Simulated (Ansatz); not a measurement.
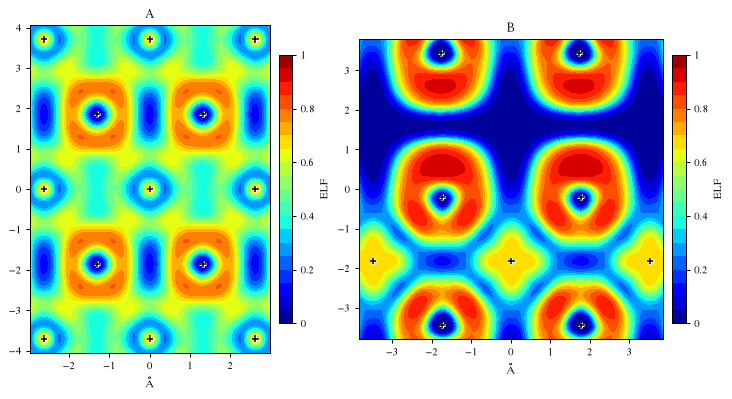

The electron localisation function of 2 systems, each on a plane through atoms (crosses mark nuclei in the plane).

Method: Ansatz 0.2.0, DFT, HSE06, plane waves, PAW.

System 1: PtS$_{2}$, the (011̄) plane of the conventional cell. Space group P-1; started from the CdCl2 (3R octahedral) bulk prototype, which need not be the ambient phase; changed on purpose from its base cell (shear xy strain -1.9%); not relaxed (largest force 0.4 eV/Å).

```
Pt S
1.0
    -1.73495   -3.03908    0.00000
    -3.52889    0.03405    0.00000
    -1.75461   -1.00167   -5.52305
Pt S
1 2
Cartesian
  0.0000 0.0000 0.0000
  -1.7673 -1.0017 -1.2432
  -5.2512 -3.0050 -4.2798
```

System 2: SiC, the (101) plane of the conventional cell. Space group Pm-3m; started from the CsCl prototype, which need not be the ambient phase.

```cif
data_structure
_symmetry_space_group_name_H-M 'P 1'
_symmetry_Int_Tables_number 1
_cell_length_a 2.6201
_cell_length_b 2.6201
_cell_length_c 2.6201
_cell_angle_alpha 90.000
_cell_angle_beta 90.000
_cell_angle_gamma 90.000
_cell_volume 17.99
loop_
_atom_site_label
_atom_site_type_symbol
_atom_site_fract_x
_atom_site_fract_y
_atom_site_fract_z
_atom_site_occupancy
Si1 Si 0.00000 0.00000 0.00000 1
C1 C 0.50000 0.50000 0.50000 1
```

Match each panel to its system.

Answer. Panel A is system 2, SiC: the plane holds Si and C. Si–C (2.27 Å): the ELF peaks at about 0.80 between the atoms. Panel B is system 1, PtS$_{2}$: the plane holds Pt and S. Pt–S (2.39 Å): the ELF peaks at about 0.90 in the valence shell of S, 0.8 Å from its nucleus, and is about 0.50 at the midpoint.
